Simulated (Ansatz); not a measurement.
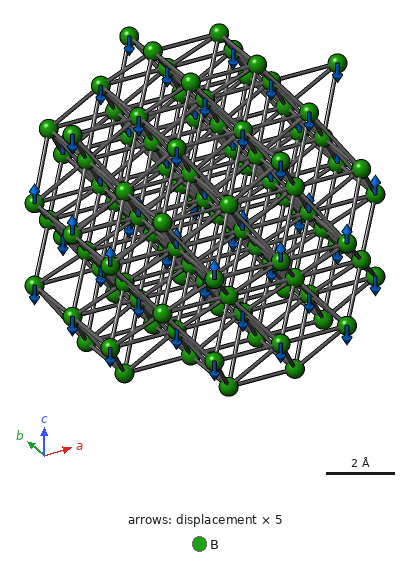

This is a relaxation of crystalline B (a generated structure, set up in P4/mmm) (coarse preliminary run). The starting structure is drawn; blue arrows show the displacements (the part carried along by the change of the cell is left out), magnified 5 times.

The picture is a ball-and-stick view of the atoms within 5.8 Å of the atom that moves most (axes of the cell of the calculation), seen from a free direction.

Theory: DFT PBE, scalar-relativistic, plane waves, PAW in Ansatz 0.2.0.

Input file:
```yaml
crystal:
  lattice:
    - [2.24997475, 0.0, 0.0]
    - [0.0, 2.24997475, 0.0]
    - [0.0, 0.0, 6.08441366]
  atoms:
    - { symbol: B, position: [0.0, 0.0, 0.5] }
    - { symbol: B, position: [0.5, 0.5, 0.22611551] }
    - { symbol: B, position: [0.5, 0.5, 0.77388449] }
    - { symbol: B, position: [0.0, 0.0, 0.0] }
basis:
  ecutwfc: 420
kpoints:
  mp_grid: { grid: [8, 8, 4] }
hamiltonian:
  xc: pbe
scf:
  occupations: { method: gaussian, width: 0.1 }
  lower_state_search: "off"
output:
  forces: true
  stress: true
  eigenvalues: true
relax:
  adjacent_minimum: "off"
  f_tol: 0.04
  max_steps: 70
  cell: { stress_tol: 0.4 }
```

Command:
```bash
ansatz run input.yaml --threads 1 --pin off --max-ram 2560MiB --backend cpu --events-out ev --progress --plain --runs-dir out
```

> What did the optimiser do to the structure, and how much energy did it gain?

After 5 accepted moves (7 points after the start) the energy has fallen by 333 meV per atom. The largest force component goes from 0.85 to 0.00013 eV/Å. The pressure goes from −39.42 to 0.00 GPa. The SCF was repeated twice at an unchanged geometry on a basis and grid sized afresh for the cell, which shifted the energy by 1.2 meV per atom at most. The largest moves relative to the cell, 0.13 Å, are those of B2 and B3. B2 goes along +c. The volume changes by −23.3 %, with a = b 2.250 → 2.055 Å (−8.7 %), c 6.084 → 5.593 Å (−8.1 %). Among the contacts that change: B1–B2 2.304 → 2.016 Å, B1–B1 2.250 → 2.055 Å, B2–B4 2.103 → 2.016 Å. Bond angles that change, for instance: B4–B2–B4 98.3° → 92.2°, B4–B2–B4 64.7° → 61.3°. The space group (tolerance 0.01 Å) goes from P4/mmm (No. 123) to I4/mmm (No. 139).
